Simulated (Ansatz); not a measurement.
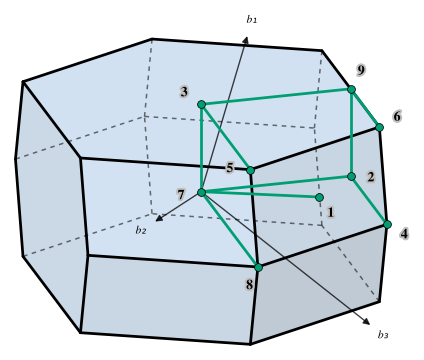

The first Brillouin zone of a face-centred orthorhombic lattice (oF; extended symbol oF1) is drawn with its special points numbered. Crystal: Mo, the end point of a relaxation with DFT, PBEsol, plane waves (420 eV) with PAW, scalar-relativistic (Ansatz 0.2.0); the starting structure was generated, so it need not be a known form of this composition. Geometry calculated from the standardised cell; symmetry tolerance 0.002 Å.

a = 2.625 Å, b = 5.367 Å, c = 8.853 Å, α = 90.00°, β = 90.00°, γ = 90.00°.

Labels and path follow the convention of Hinuma et al. (2017), as computed by seekpath; the arrows show the directions of the reciprocal primitive vectors b₁, b₂, b₃, in which coordinates are given.

Q: Give the label and coordinates of each numbered point.

A:
| no. | label | coordinates |
| --- | --- | --- |
| 1 | L | (1/2, 1/2, 1/2) |
| 2 | Y | (1/2, 0, 1/2) |
| 3 | Z | (1/2, 1/2, 0) |
| 4 | C₀ | (1/2, 0.212, 0.712) |
| 5 | A₀ | (1/2, 0.788, 0.288) |
| 6 | U₀ | (1, 0.668, 0.668) |
| 7 | Γ | (0, 0, 0) |
| 8 | Σ₀ | (0, 0.332, 0.332) |
| 9 | T | (1, 1/2, 1/2) |
